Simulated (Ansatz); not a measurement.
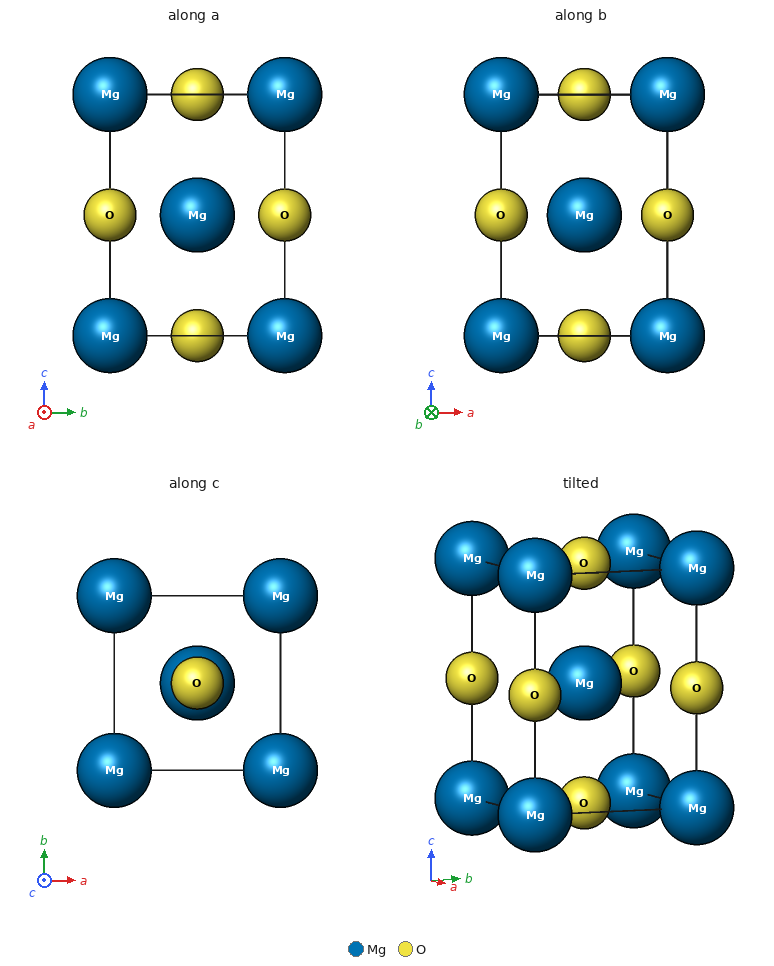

The crystal in a spheres-only representation, seen along the a axis, along the b axis, along the c axis and slightly off an axis. The conventional unit cell is outlined; an atom on or near a face, edge or corner is repeated at each equivalent position.

Lattice parameters: a = 2.899 Å, b = 3.047 Å, c = 4.204 Å, α = 90.00°, β = 90.00°, γ = 90.00°. Put a along x and b in the xy plane.

**Express the structure as a POSCAR file.**

```
Mg O
1.0
     2.899    0.000    0.000
     0.000    3.047    0.000
     0.000    0.000    4.204
Mg O
2 2
Direct
  0.0000 0.0000 0.0000
  0.5000 0.5000 0.5000
  0.0000 0.0000 0.5000
  0.5000 0.5000 0.0000
```

Origin of the cell: a structure type filled with these elements by a generator (whether the compound takes this form wasn't checked). Earlier steps of the study may have refined or changed the cell and positions. It went into a calculation with Ansatz.
